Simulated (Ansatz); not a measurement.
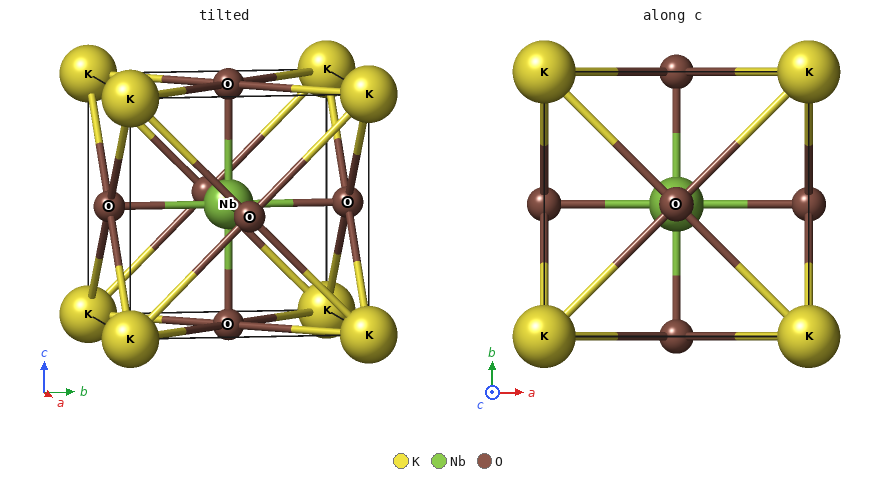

An orthographic ball-and-stick view of the structure, slightly off an axis and along the c axis. Atoms at the boundary of the simulation cell (the box) are drawn once for each face, edge or corner they touch.

Input for the calculation:
```yaml
crystal:
  lattice:
    - [4.0663669923, 0.0, 0.0]
    - [0.0, 4.0663669923, 0.0]
    - [0.0, 0.0, 4.0663669923]
  atoms:
    - { symbol: K, position: [0.0, 0.0, 0.0] }
    - { symbol: Nb, position: [0.5, 0.5, 0.5] }
    - { symbol: O, position: [0.0, 0.5, 0.5] }
    - { symbol: O, position: [0.5, 0.0, 0.5] }
    - { symbol: O, position: [0.5, 0.5, 0.0] }
basis:
  ecutwfc: 420
kpoints:
  mp_grid: { grid: [8, 8, 8] }
hamiltonian:
  xc: pbe
scf:
  occupations: { method: gaussian, width: 0.02 }
output:
  forces: true
  stress: true
  eigenvalues: true
  write_density: true
  write_potential: true
  elf: true
  volumetric_format: npy
```
Run as:
```sh
ansatz run input.yaml --threads 1 --pin off --max-ram 2560MiB --backend cpu --events-out ev --progress --plain --runs-dir out
```

The numbers come from DFT PBE, scalar-relativistic, plane waves, PAW in Ansatz, using a cutoff energy of 420 eV, the zone sampled with 8×8×8 points, Gaussian smearing of 0.02 eV, no spin polarisation.

### Does it come out as a metal, or with a gap?

A semiconductor at this level, with a gap of 1.47 eV on the k-mesh (the true edges may lie between mesh points, so the gap can be somewhat smaller).

### Would the cell expand or shrink if it could?

The computed pressure is -4.9 GPa (stretched: it would shrink).

The structure comes from a structure listed in the Materials Project. The cell was then strained or its atoms displaced on purpose. An electronic-structure calculation with Ansatz was run on it.

At this level of theory the cell isn't at rest (stretched, at -5 GPa), so its distances can differ from those at equilibrium, the more so the softer the solid.
